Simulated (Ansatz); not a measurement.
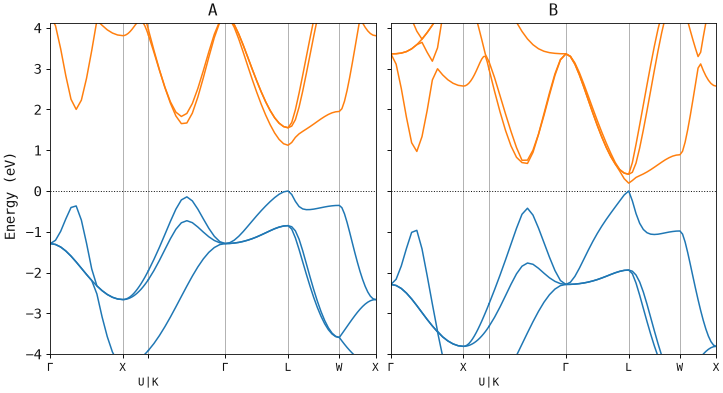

Band structures of two compounds with space group Fm-3m and 2 atoms in the cell that differ in one element, each in its own cell. Zero is the valence-band top, or the Fermi level for a metal. Level of theory: DFT r2SCAN, scalar-relativistic, plane waves, PAW, no spin polarisation; code Ansatz.

**Which panel is which compound? They are SnTe and TePb.**

A is TePb; B is SnTe. Gaps along the path: SnTe 0.19 eV (direct), at 33.0 Å³ per atom; TePb 1.12 eV (direct), at 35.5 Å³ per atom. Going from Sn to the heavier Pb widens the gap by 0.93 eV.

Spin-orbit coupling is left out, which matters for Pb and Te.
